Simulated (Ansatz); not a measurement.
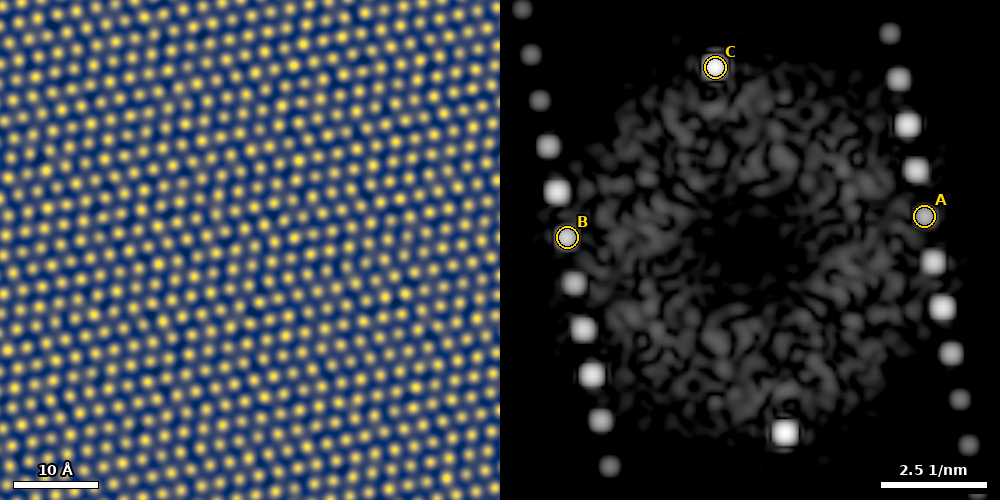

Z-contrast image of a crystal. Simulation: incoherent imaging, intensity Z^1.8 per atom, probe width 1.30 Å, thin sample. The probe carries 25 % of its weight in a tail 2.5 times as wide. The speckle of an amorphous layer was added.

The right panel is the modulus of the image's Fourier transform on a logarithmic scale.

Which lattice spacings do the marked spots stand for, and what angle do A and B enclose?

A: 2.4 Å, B: 2.3 Å, C: 2.3 Å; A and B enclose about 165°.

The crystal is Si (P6_3/mmc, No. 194) along [100]; the spots are (0 -1 0), (0 1 -1) and (0 0 -4). Structure: the end point of a relaxation with DFT, RPBE, plane waves (420 eV) with PAW, scalar-relativistic (Ansatz 0.2.0); the starting structure was generated, so it need not be a known form of this composition.
